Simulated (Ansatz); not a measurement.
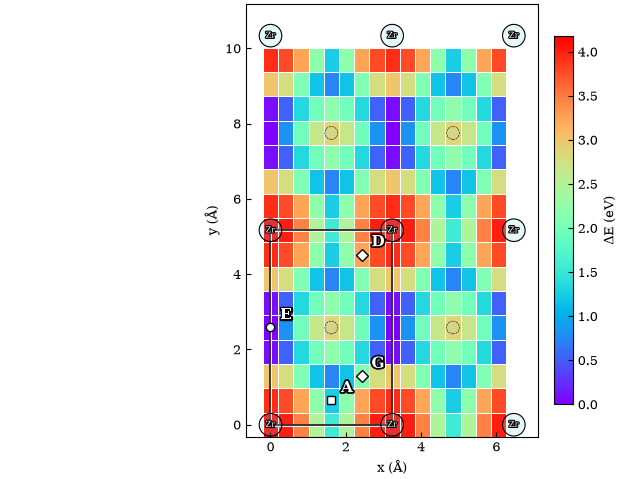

C on a Zr(100) slab cut from the P6_3/mmc phase, its upper half relaxed before the scan (8 atoms of substrate and one adsorbate in a 2 × 1 cell). C is moved over the surface cell; relaxed at each place: the height of the adsorbate's atoms; substrate rigid; the origin of the map has the adsorbate above Zr7. Places are given modulo a cell vector. The map is drawn in real space over the plane of the surface. Grid: 8 × 8 points; 25 points were computed and 39 follow by symmetry. Places are given in fractions of the 1 × 1 surface cell. Energies are in eV, from the lowest grid point. The relaxed height changes by up to 0.9 Å between neighbouring points. Method: DFT PBE, scalar-relativistic, plane waves, PAW (Ansatz 0.2.0). Settings: cutoff 420 eV, k-mesh 4×5×1, gaussian smearing 0.1 eV, no spin polarisation.

Drawn: one coloured cell a grid point, labelled circles for the atoms of the top layer and small ones for the second layer, the outline of one cell of the 2 × 2 shown, lettered points.

> Rank the lettered points by energy, lowest first.

E (0.00 eV), A (1.25 eV), G (2.10 eV), D (3.24 eV).
